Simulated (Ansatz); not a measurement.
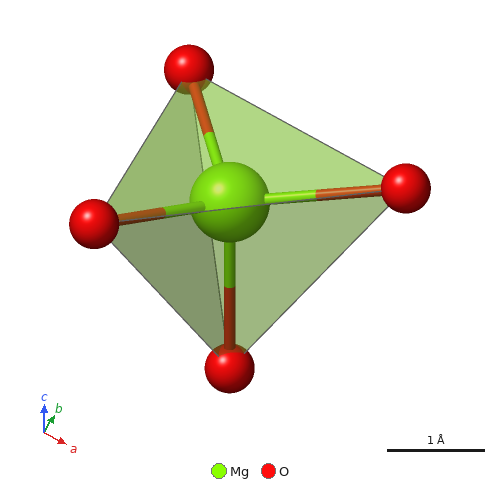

Coordination of Mg in MgO (P6_3mc). The shape measure S (0 to 100) is the computed least-squares distance from an ideal polyhedron; S = 0 means ideal. Geometry: the structure of a calculation's input, shown in its standard cell.

What geometry does the central atom have?

MgO4: a slightly distorted tetrahedron (coordination number 4, S = 0.22; next best see-saw, S = 8.8).

How long are the bonds?

3 × Mg–O 1.97 Å and 1 × Mg–O 1.99 Å. The next neighbour, not counted, lies at 2.99 Å.
